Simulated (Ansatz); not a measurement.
Consider Al₃Cu.

Input

```
crystal:
  lattice:
    - [3.892353778, -0.0973088444, 0.0]
    - [-0.0973088444, 3.892353778, 0.0]
    - [0.0, 0.0, 3.892353778]
  atoms:
    - { symbol: Al, position: [0.0, 0.5, 0.5] }
    - { symbol: Al, position: [0.5, 0.0, 0.5] }
    - { symbol: Al, position: [0.5, 0.5, 0.0] }
    - { symbol: Cu, position: [0.0, 0.0, 0.0] }
basis:
  ecutwfc: 420
kpoints:
  mp_grid: { grid: [12, 12, 12] }
hamiltonian:
  xc: pbesol
scf:
  occupations: { method: gaussian, width: 0.15 }
output:
  forces: true
  stress: true
  eigenvalues: true
  write_density: true
  write_potential: true
  elf: true
  volumetric_format: npy
```

Run with:

```sh
ansatz run input.yaml --threads 1 --pin off --max-ram 2560MiB --backend cpu --events-out ev --progress --plain --runs-dir out
```

Below, planes, directions and counts refer to the conventional cell (a = 5.37 Å, b = 5.64 Å, c = 3.89 Å, α = 90.00°, β = 90.00°, γ = 90.00°).

Space group Cmmm; a structure from a database of computed crystals, not necessarily the ambient phase; changed on purpose from its base cell (strain -0.0500 x Voigt [0, 0, 0, 0, 0, 1], atoms carried along); computed without spin polarisation.

Computed with Ansatz, DFT PBEsol, scalar-relativistic, plane waves, PAW.

Q: Predict the valence pseudo-density and electron localisation function between the atoms.

A: Al–Cu (2.68 Å): ρ is about 0.24 e/Å³ halfway; the ELF peaks at about 0.60 between the atoms.

Q: Metal or insulator at this level of theory?

A: It is metallic or semimetallic at this level of theory: no gap opens.

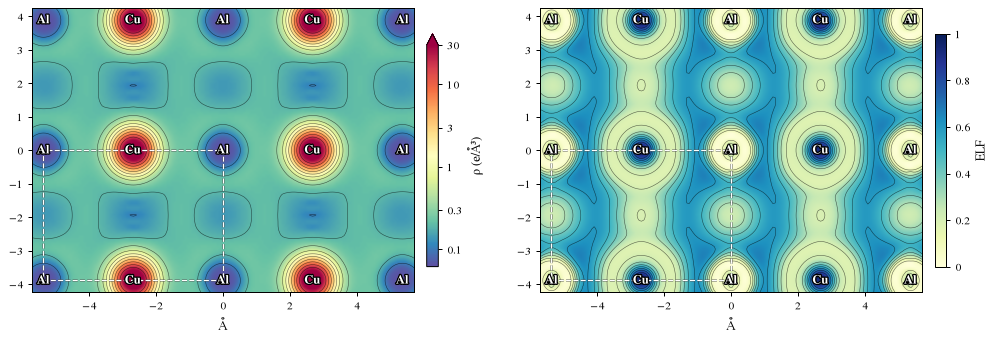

Computed valence pseudo-density and electron localisation function on the (010) plane of the conventional cell, in this order. 
